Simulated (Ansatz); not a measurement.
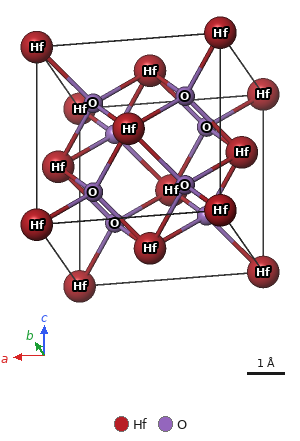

Lattice vibrations of crystalline HfO2, space group Fm-3m (No. 225), at the zone centre. The picture is a ball-and-stick view of the conventional cell (4 times the calculation's cell), seen from a free direction. Lengths and directions refer to the drawn axes.

The calculation used Ansatz 0.2.0, DFT PBE, scalar-relativistic, plane waves, PAW.

Input
```yaml
crystal:
  lattice:
    - [0.0, 2.5488057759, 2.5488057759]
    - [2.5488057759, 0.0, 2.5488057759]
    - [2.5488057759, 2.5488057759, 0.0]
  atoms:
    - { symbol: Hf, position: [0.0, 0.0, 0.0] }
    - { symbol: O, position: [0.25, 0.25, 0.25] }
    - { symbol: O, position: [0.75, 0.75, 0.75] }
basis:
  ecutwfc: 420
kpoints:
  mp_grid: { grid: [8, 8, 8] }
hamiltonian:
  xc: pbe
scf:
  occupations: { method: fixed }
output:
  eigenvalues: true
phonons:
  method: dfpt
  dielectric: true
  rigid_motions: translations
  eigenvectors: true
```

Run as
```bash
ansatz run input.yaml --threads 1 --pin off --max-ram 2560MiB --backend cpu --events-out ev --progress --plain --runs-dir out
```

Frequencies are those without the non-analytic (LO–TO) term.

Q: Which optical modes does it have, at what frequencies, and is it stable there?

A: The calculation's cell holds 3 atoms, so there are 6 optical modes, in 2 levels. The optical modes span T₁u + T₂g. No level is unstable.

| level | symmetry | frequency (cm⁻¹) | activity |
| --- | --- | --- | --- |
| 1 | T₁u | 216 | infrared-active |
| 2 | T₂g | 563 | Raman-active |

The displacement patterns (one member of each degenerate set):

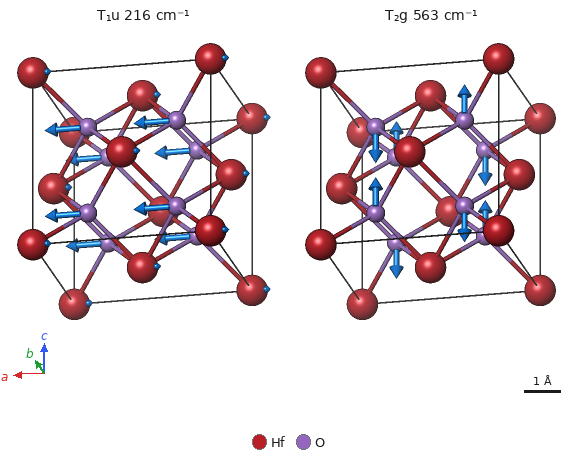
